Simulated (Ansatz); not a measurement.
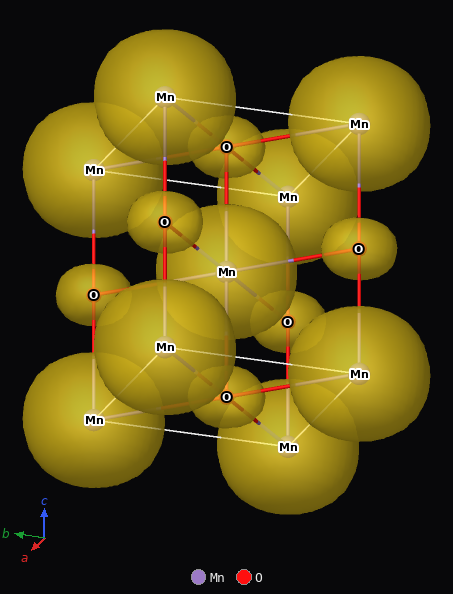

Figure 1: MnO. Isosurfaces of the spin density (up minus down) at +0.1 (yellow) and −0.1 e/Å³ (cyan), seen at an oblique angle. Sticks mark near contacts.

Space group I4/mmm; computed pressure about −2 GPa in this cell; spin-polarised.

Theory: DFT PBEsol, scalar-relativistic, plane waves, PAW in Ansatz.

**Which atoms carry the moments, and with what signs?**

The spin density sits on Mn: +3.8 μB (×2) in one cell of 4 atoms, with smaller moments on other sites: O (up to +0.21 μB): parallel moments, as they must be, since the calculation's own cell holds one magnetic site. The cell of the calculation (2 atoms) carries 4.6 μB of net spin moment. Only one sign reaches the isovalue.
